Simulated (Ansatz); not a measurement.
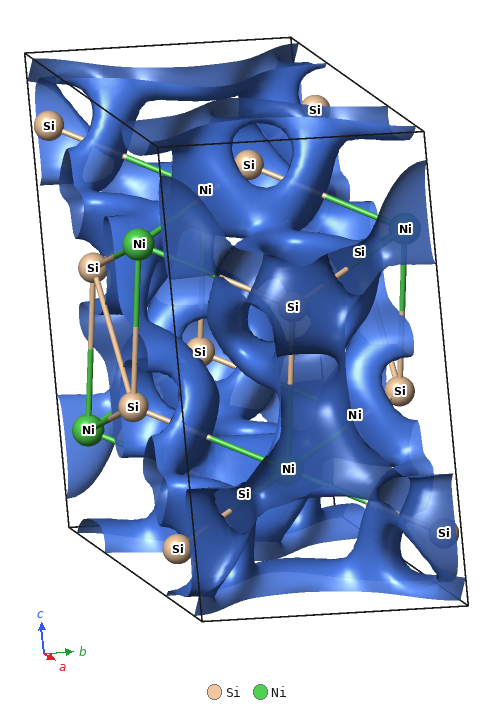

*Si₂Ni. Isosurface of the electron localisation function at 0.6 (blue), seen slightly off an axis. Core shells and regions of very low density are left out. Sticks mark near contacts.*

Space group C2/m; not relaxed (largest force 0.3 eV/Å); computed without spin polarisation.

Computed with Ansatz, DFT PBEsol, scalar-relativistic, plane waves, PAW.

Core electrons are frozen (PAW), and the valence fields are smoothed inside the atomic spheres.

What do the ELF domains correspond to?

Answer. At this value the surface marks out one network that runs through the whole crystal, counted in one cell of 12 atoms. Any copies at cell faces, edges or corners count once. Profiles from the grid: Si–Ni (2.29 Å): the ELF peaks at about 0.80 in the valence shell of Si, 0.9 Å from its nucleus, and is about 0.55 at the midpoint. Si–Si (2.53 Å): the ELF peaks at about 0.75 between the atoms.
